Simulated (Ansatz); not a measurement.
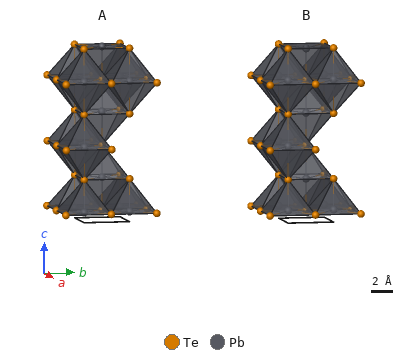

Two geometries of a slab of composition Te₆Pb₆, drawn at one scale. One is the start of a relaxation, the other its converged end. The picture is a polyhedral view of the cell of the calculation, outlined in the plane, without the vacuum, seen slightly off an axis.

These are results of DFT, PBEsol, PAW, plane waves in Ansatz, not measurements. (plane-wave cutoff 420 eV; k-point mesh 6 × 6 × 1; no spin polarisation; atoms relaxed in a fixed cell; force threshold 0.03 eV/Å; at most 80 steps)

Q: Which one is relaxed?

A: Structure B is the relaxed one. The energy falls by 0.158 eV per cell of the calculation in 3 geometry steps. Largest force component: 0.45 eV/Å at the start, 0.018 eV/Å at the end. A Pb atom moves most relative to the layer's centre: 0.20 Å along the normal (+c). Largest moves by element: Pb 0.20 Å, Te 0.06 Å. The lattice vectors keep their values. Among the contacts that change: Pb–Te 3.218 → 3.042 Å, Pb–Te 3.244 → 3.097 Å, Pb–Te 3.285 → 3.147 Å, Pb–Te 3.210 → 3.347 Å. Bond angles that change, for instance: Pb–Te–Pb 178.8° → 171.5°, Te–Pb–Te 178.8° → 171.5°, Pb–Te–Pb 178.6° → 171.5°.
